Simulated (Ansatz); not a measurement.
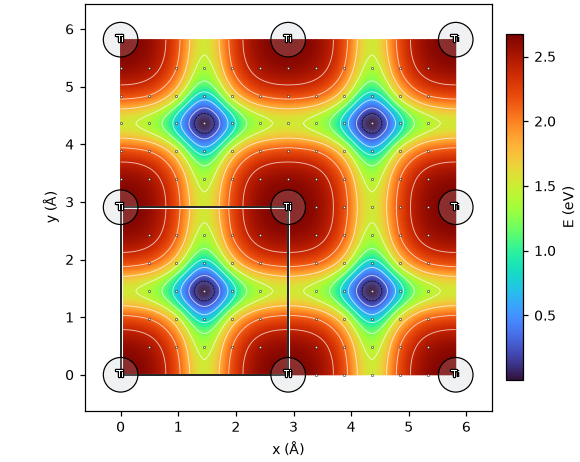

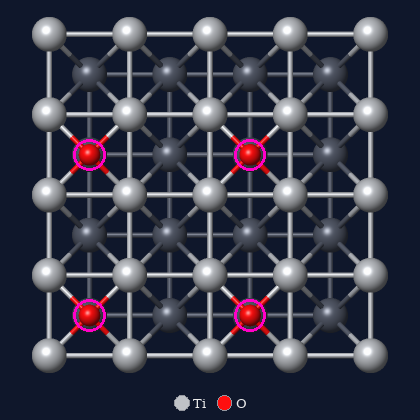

Energy landscape of O on a Ti(100) slab cut from the Fm-3m phase, its upper half relaxed before the scan (12 atoms of substrate and one adsorbate in a 2 × 2 cell). O is moved over the surface cell; relaxed at each place: the height of the adsorbate's atoms; substrate rigid; the origin of the map has the adsorbate above Ti9. Places are given modulo a cell vector. The map is drawn in real space over the plane of the surface. The scan uses a 6 × 6 grid; 10 points were computed and 26 follow by symmetry. Places are given in fractions of the 1 × 1 surface cell. Energies are in eV, from the lowest grid point. The runs have no spin polarisation; a magnetic state may lie lower. These are results of Ansatz 0.2.0, DFT PBE, scalar-relativistic, plane waves, PAW, not measurements. Settings: cutoff 420 eV, k-mesh 5×5×1, gaussian smearing 0.1 eV, no spin polarisation.

Drawn: a smooth colour map with a few white contour lines, dots at the grid points, labelled circles for the atoms of the top layer and small ones for the second layer, the outline of one cell of the 2 × 2 shown. Between grid points the surface is interpolated. The second picture is the structure at the lowest point; rings mark the moved atoms.

### What does the map say about the system?

The lowest grid point is at a fourfold hollow over a second-layer Ti atom, (3/6, 3/6) of the cell vectors. No other kind of well shows on this grid. The highest grid point, the top site over a surface Ti atom, (0/6, 0/6) of the cell vectors, lies 2.67 eV above the lowest. On the interpolated surface the easiest way out of the lowest well to its copy in the next cell or period passes a barrier of about 1.5 eV. At the lowest point the adsorbate has 4 Ti at 2.09 Å as nearest neighbours, at the highest 1 Ti at 1.69 Å. Its relaxed height above the top atom is 0.39 Å at the lowest and 1.69 Å at the highest point.

The values on the grid:

| second ↓, first → | 0/6 | 1/6 | 2/6 | 3/6 | 4/6 | 5/6 |
| --- | --- | --- | --- | --- | --- | --- |
| 5/6 | 2.59 | 2.51 | 2.10 | 1.39 | 2.10 | 2.51 |
| 4/6 | 2.19 | 2.10 | 1.60 | 0.77 | 1.60 | 2.10 |
| 3/6 | 1.53 | 1.39 | 0.77 | 0.00 | 0.77 | 1.39 |
| 2/6 | 2.19 | 2.10 | 1.60 | 0.77 | 1.60 | 2.10 |
| 1/6 | 2.59 | 2.51 | 2.10 | 1.39 | 2.10 | 2.51 |
| 0/6 | 2.67 | 2.59 | 2.19 | 1.53 | 2.19 | 2.59 |

The input of one point:

```yaml
crystal:
  lattice:
    - [5.8150893847, 0.0, 0.0]
    - [0.0, 5.8150893847, 0.0]
    - [0.0, 0.0, 19.3059825527]
  atoms:
    - { symbol: Ti, position: [0.25, 0.25, 0.207189662] }
    - { symbol: Ti, position: [0.25, 0.75, 0.207189662] }
    - { symbol: Ti, position: [0.75, 0.25, 0.207189662] }
    - { symbol: Ti, position: [0.75, 0.75, 0.207189662] }
    - { symbol: Ti, position: [0.0, 0.0, 0.3057583567] }
    - { symbol: Ti, position: [0.0, 0.5, 0.3057583567] }
    - { symbol: Ti, position: [0.5, 0.0, 0.3057583567] }
    - { symbol: Ti, position: [0.5, 0.5, 0.3057583567] }
    - { symbol: Ti, position: [0.25, 0.25, 0.4043297217] }
    - { symbol: Ti, position: [0.25, 0.75, 0.4043297217] }
    - { symbol: Ti, position: [0.75, 0.25, 0.4043297217] }
    - { symbol: Ti, position: [0.75, 0.75, 0.4043297217] }
    - { symbol: O, position: [0.5, 0.5, 0.4271205845] }
basis:
  ecutwfc: 420
kpoints:
  mp_grid: { grid: [5, 5, 1] }
hamiltonian:
  xc: pbe
  pseudopotentials: { kind: paw, azcp: { folder: soft_1 } }
scf:
  occupations: { method: gaussian, width: 0.1 }
output:
  forces: true
  eigenvalues: true
relax:
  adjacent_minimum: "off"
  f_tol: 0.025
  max_steps: 16
  constraints:
    - { sites: [0, 1, 2, 3, 4, 5, 6, 7, 8, 9, 10, 11] }
    - { sites: [12], fix: xy }
efield:
  axis: 3
  dipole_correction: true
  ramp_width: 0.04
```

Each point was launched as `ansatz run input.yaml --threads 4 --pin off --max-ram 12288MiB --backend cpu --events-out ev --progress --plain --runs-dir out`. Time for the 10 points that were run: 14 min on 4 threads of Arm Neoverse V2, on a shared host.
